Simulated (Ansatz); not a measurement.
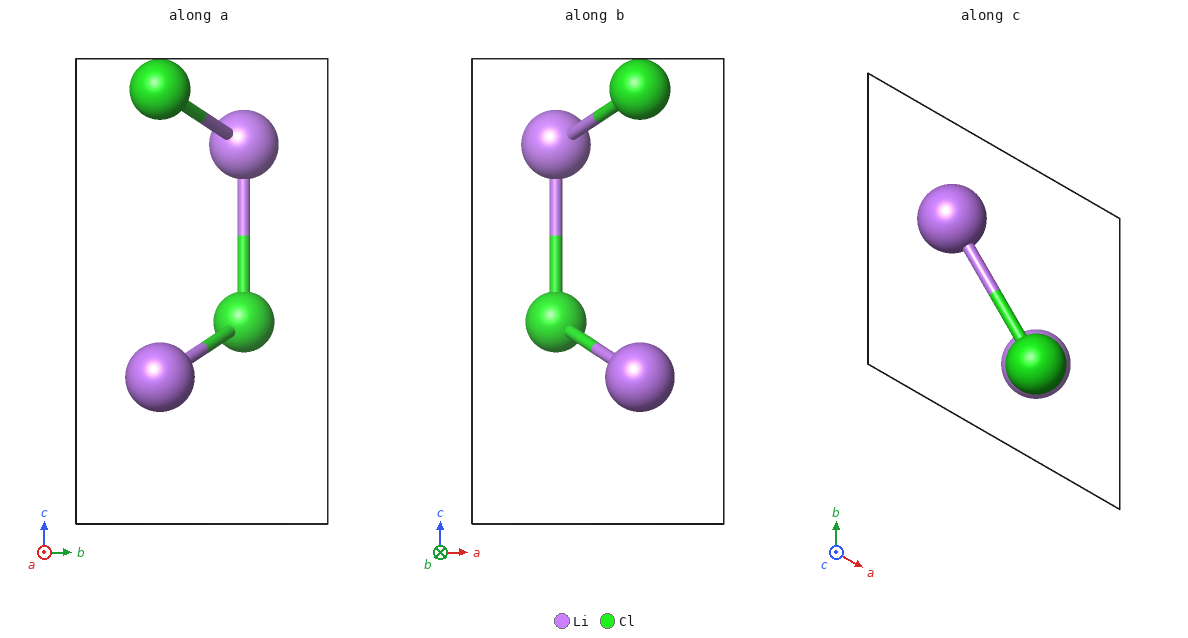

The image is a ball-and-stick drawing of a crystal, viewed along the a axis, along the b axis and along the c axis. The parallelepiped is the conventional unit cell.

Lattice parameters: a = 3.929 Å, b = 3.929 Å, c = 6.284 Å, α = 90.00°, β = 90.00°, γ = 120.00°. Put a along x and b in the xy plane.

**Reconstruct the structure as a POSCAR file, with free fractional coordinates to two decimals.**

```
Li Cl
1.0
     3.929    0.000    0.000
    -1.964    3.403    0.000
     0.000    0.000    6.284
Li Cl
2 2
Direct
  0.3333 0.6667 0.82
  0.6667 0.3333 0.32
  0.6667 0.3333 0.93
  0.3333 0.6667 0.43
```

The cell started as a structure type filled with these elements by a generator (whether the compound takes this form wasn't checked). Earlier steps of the study may have refined or changed the cell and positions. It was run through Ansatz as a DFT input.
